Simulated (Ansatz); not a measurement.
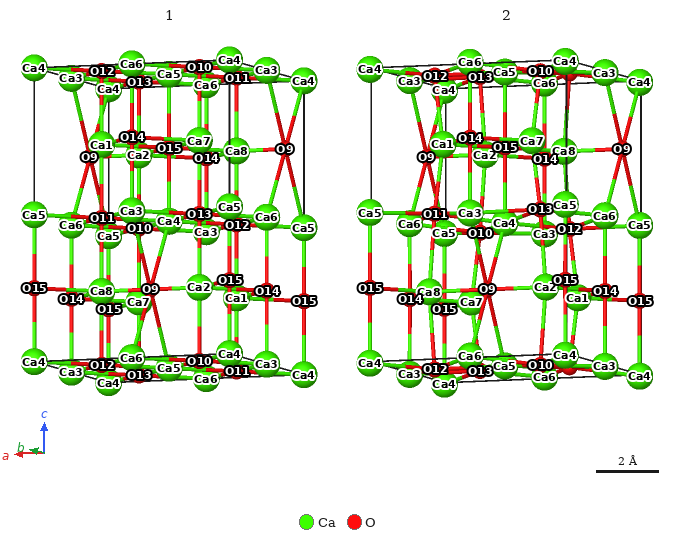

Two geometries of a defect cell of composition Ca₈O₇ (cell charge +2) (started half-way along a vacancy jump, in the symmetry of that start), drawn at one scale. One is the start of a relaxation, the other its converged end. Style: ball-and-stick. Shown: the conventional cell (2 times the calculation's cell), from a free direction. Lengths and directions refer to the drawn axes.

These are results of DFT PBE, scalar-relativistic, plane waves, PAW (Ansatz 0.2.0), not measurements. Settings: plane-wave cutoff 420 eV; k-point mesh 4 × 4 × 4; occupations gaussian; smearing width 0.05 eV; no spin polarisation; atoms relaxed in a fixed cell; force threshold 0.02 eV/Å; at most 60 steps.

**Which of the two is the end point?**

Structure 2 is the relaxed one. The largest moves, 0.33 Å, are those of Ca2 and Ca8. Ca8 goes along +a. Largest moves by element: Ca 0.33 Å, O 0.20 Å. The lattice vectors keep their values. Some distances before and after: Ca2–Ca8 3.416 → 4.074 Å, Ca2–Ca8 (another image) 3.416 → 2.758 Å, Ca2–O9 1.708 → 2.037 Å, Ca1–Ca7 3.416 → 3.119 Å. Bond angles that change, for instance: O14–Ca8–O15 90.0° → 105.9°, Ca2–O14–Ca8 90.0° → 74.1°, O11–Ca1–O12 180.0° → 165.4°. Over 5 geometry steps the energy falls by 4.626 eV per cell of the calculation. Largest force component: 8.5 eV/Å at the start, 0.0024 eV/Å at the end.

Limits of the set-up: the periodic images lie only 6.8 Å apart, so the values are limited by the cell's size; the cell is charged, on a uniform background, and energies carry no finite-size correction.
